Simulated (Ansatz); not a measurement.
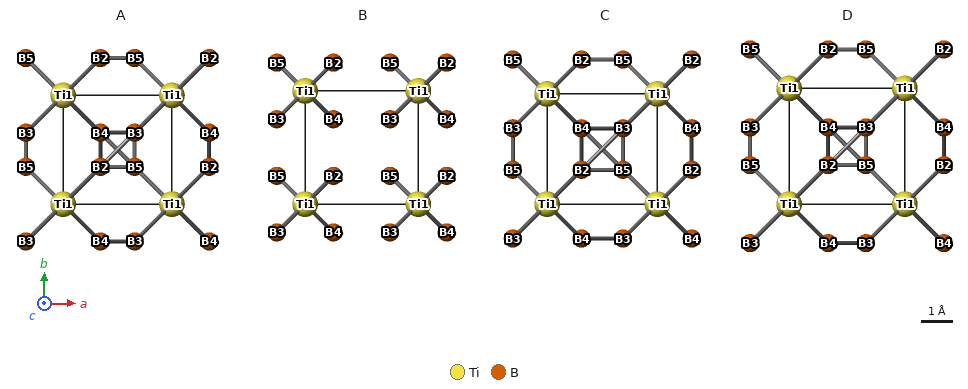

4 geometries from one relaxation of solid TiB₄ (a generated structure, set up in P-43m) (coarse preliminary run), in shuffled order. The picture is a ball-and-stick view of the cell of the calculation, seen along the c axis.

Theory: DFT PBE, scalar-relativistic, plane waves, PAW (Ansatz). Set-up: plane-wave cutoff 420 eV; k-point mesh 6 × 6 × 6; occupations gaussian; smearing width 0.1 eV; no spin polarisation; cell and atoms relaxed; force threshold 0.04 eV/Å; at most 70 steps.

> Order the frames from highest to lowest energy.

B, C, A, D. They are steps 0, 2, 3, 8, at +3551 meV per atom, +430 meV per atom, +243 meV per atom relative to the last. The largest moves relative to the cell, 0.57 Å, are those of B2, B3, B4 and B5. B3 goes along [−1 −1 1]. Ti stays in place. The drawn cell changes as follows: a = b = c 3.666 → 3.747 Å (+2.2 %); the volume changes by +6.8 %. Some distances before and after: B2–B3 2.592 → 1.727 Å, Ti1–B2 1.587 → 2.188 Å. The space group stays P-43m (No. 215). The energy falls by 3551 meV per atom in 7 accepted moves (8 points after the start). Largest force component: 9 eV/Å at the start, 0.0043 eV/Å at the end. Pressure: 68.66 GPa at the start and 0.12 GPa at the end. At 1 point the geometry stayed and the basis and grid were re-selected for the new cell (energy shift of 1.1 meV per atom at most each time).
